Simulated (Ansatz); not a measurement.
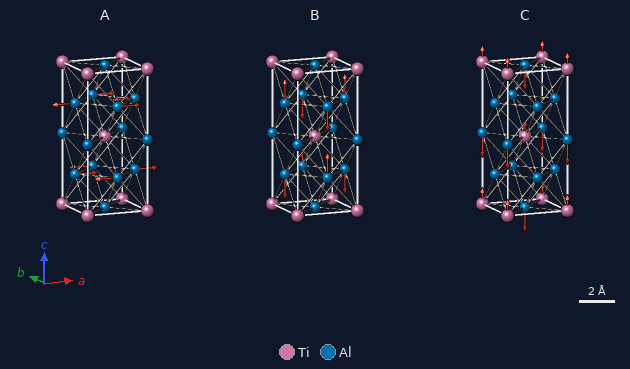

Modes of solid TiAl$_{3}$ relaxed at 11 GPa, space group I4/mmm (No. 139), at the zone centre (one member of each degenerate set). The red arrows give the relative displacements of the atoms. Style: ball-and-stick. Shown: the conventional cell (2 times the calculation's cell), slightly off an axis. Lengths and directions refer to the drawn axes.

The calculation used DFT PBE, scalar-relativistic, plane waves, PAW in Ansatz 0.2.0.

The frequencies depend somewhat on the k-mesh and the smearing.

Q: Which are infrared-active and which Raman-active?

A: A is E_g, Raman-active by symmetry (379 cm⁻¹). B is B₁g, Raman-active by symmetry (289 cm⁻¹). C is A₂u, infrared-active by symmetry (225 cm⁻¹). The crystal has a centre of inversion, so no mode is both. In a metal the free carriers screen the infrared response.
